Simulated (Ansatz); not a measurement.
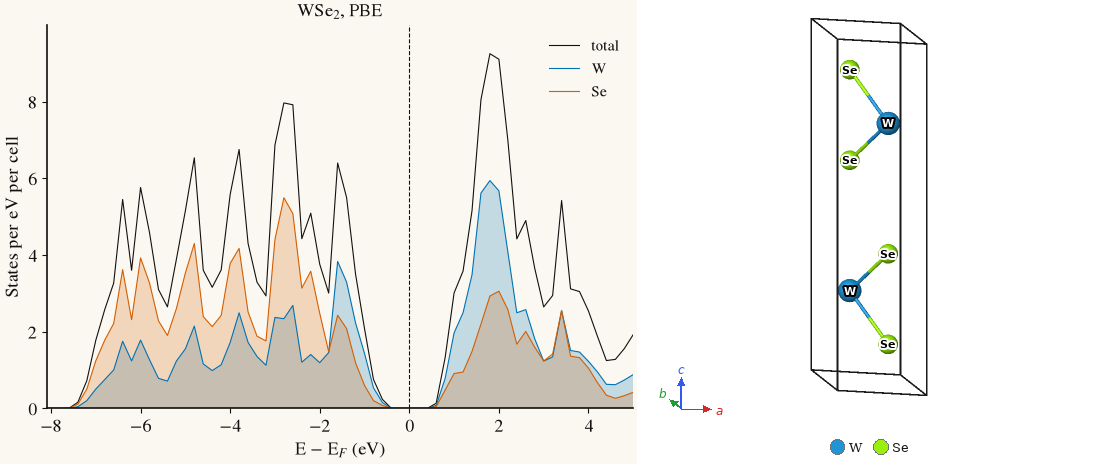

Density of states of WSe$_{2}$, space group P6_3/mmc, 6 atoms in the cell, beside the structure. Computed with Ansatz: DFT, PBE, all-electron LAPW, scalar-relativistic, no spin polarisation, 10×10×3 k mesh, Fermi-Dirac smearing of 0.08 eV. Energies are counted from the Fermi level. The partial curves are projected on atomic shells.

There is a gap; over the k points computed it is 0.98 eV. By projected weight, the top eV of the valence band is W (65 %) and Se (35 %); the bottom eV of the conduction band is W (70 %) and Se (30 %). The upper group of valence states starts about 7.0 eV under the valence-band top (which lies at −0.4 eV on this axis), with a gap beneath it; it holds about 28 electrons a cell.

Spin-orbit coupling is left out, which matters for W.
